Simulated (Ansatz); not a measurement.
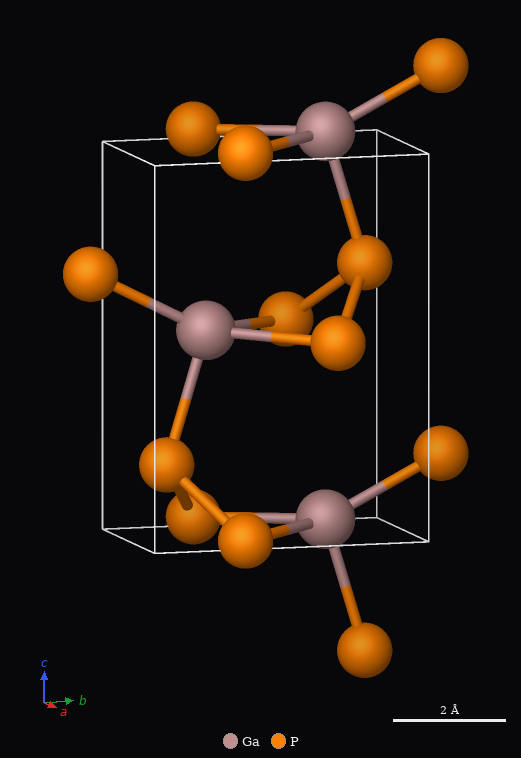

Ball-and-stick representation of a periodic structure, projected slightly off an axis. Atoms at the boundary of the conventional unit cell (the box) are drawn once for each face, edge or corner they touch. Some neighbours outside the box are added. Cell: a = 3.25 Å, b = 5.16 Å, c = 7.05 Å, α = 90.00°, β = 90.00°, γ = 90.00°.

It goes back to a structure type filled with these elements by a generator (whether the compound takes this form wasn't checked). Earlier steps of the study, as a rule a relaxation of our own, may have changed the cell and positions, so they can lie some per cent off the listed ones. It was the input of a calculation with Ansatz.

Question: In words:

Answer: The structure is one of GaP₂. Space group: Pmc2_1 (No. 26). Lattice: primitive orthorhombic. Atoms per cell: 6 (2 Ga, 4 P). Around each Ga lie four P at about 2.4 to 2.6 Å. Each P atom is coordinated by two Ga and two P (about 2.4 to 2.6 Å to Ga, 2.3 Å to P). The bonds build a three-dimensional framework.

Run with DFT PBE, scalar-relativistic, plane waves, PAW (Ansatz 0.2.0) and these settings: plane waves to 420 eV, a 12×8×6 mesh of k-points, Gaussian smearing of 0.1 eV, no spin polarisation.

Question: What does the calculation say: metal or gapped?

Answer: A metal: bands cross the Fermi level.

Question: Give the Bader charge of each element.

Answer: Ga +0.61 e; P -0.33 to -0.28 e.

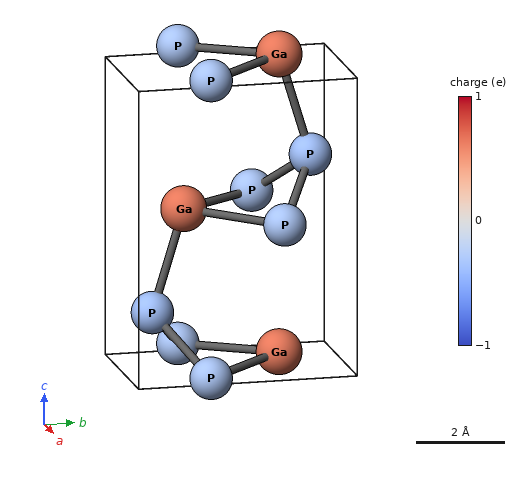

The atoms coloured by those charges. The run's cell of 6 atoms is drawn.

Question: Can this geometry be taken as optimised?

Answer: Yes. The largest force is 0.01 eV/Å. The pressure is 0.0 GPa, close to zero.
